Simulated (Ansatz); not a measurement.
```
C
1.0
     1.19740   -2.13654    0.00000
     0.00000    0.00000    4.16887
    -2.50320   -0.06258    0.00000
C
4
Direct
  0.33297 0.56279 0.66731
  0.66703 0.06279 0.33269
  0.33297 0.93721 0.66731
  0.66703 0.43721 0.33269
```

Space group P2₁/m; started from the lonsdaleite (2H) prototype, which need not be the ambient phase; changed on purpose from its base cell (shear xy strain +5.0%); computed pressure about 5 GPa in this cell.

The calculation used Ansatz, DFT, PBE, plane waves, PAW.

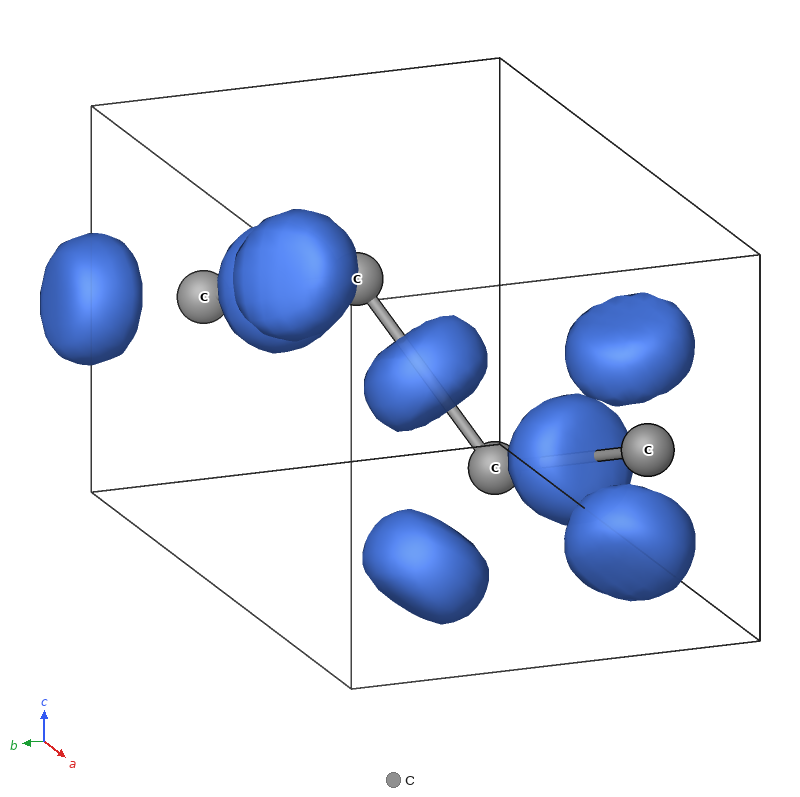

C. Isosurface of the ELF at 0.8 (blue), seen at an oblique angle. Only the valence region is drawn (cores and ρ < 0.01 e/Å³ removed). Sticks mark near contacts.

Core electrons are frozen (PAW), and the valence fields are smoothed inside the atomic spheres.

Question: What do the ELF domains correspond to?

Answer: The ELF exceeds this value in eight regions between bonded C–C atoms (shared pairs), counted in one cell of 4 atoms. Regions shared between cells count once. Along the contacts the grid gives the following. C–C (1.51 Å): the ELF peaks at about 0.95 between the atoms, as expected for a covalent bond. C–C (1.56 Å): the ELF peaks at about 0.95 between the atoms; localised, covalent bonding.
